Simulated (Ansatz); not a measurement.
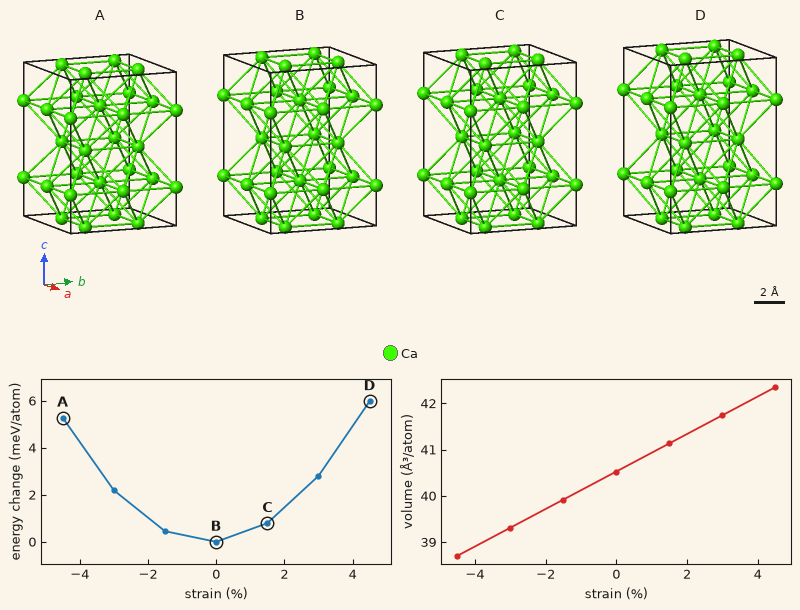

Members of a series of calculations on solid Ca (set up in Immm), marked on the first curve. Style: ball-and-stick. Shown: the cell of the calculation, repeated to show the pattern, slightly off an axis.

All numbers below come from Ansatz, DFT PBEsol, scalar-relativistic, plane waves, PAW. (plane-wave cutoff 420 eV; k-point mesh 12 × 12 × 8; occupations gaussian; smearing width 0.1 eV; no spin polarisation)

Q: Which kind of strain is it, and how does the structure respond?

A: Strain along c alone, the other axes held, atoms relaxed. A (strain −4.5 %): energy change 5.3 meV/atom, volume 38.70 Å³ per atom. B (strain 0.0 %): energy change 0.0 meV/atom, volume 40.53 Å³ per atom. C (strain 1.5 %): energy change 0.8 meV/atom, volume 41.13 Å³ per atom. D (strain 4.5 %): energy change 6.0 meV/atom, volume 42.35 Å³ per atom. The rest compares A with D. The volume changes by +9.4 %, with a unchanged at 7.713 Å, b unchanged at 7.715 Å, c 10.406 → 11.387 Å (+9.4 %). Among the bonded contacts that change: Ca–Ca 3.769 → 3.942 Å.
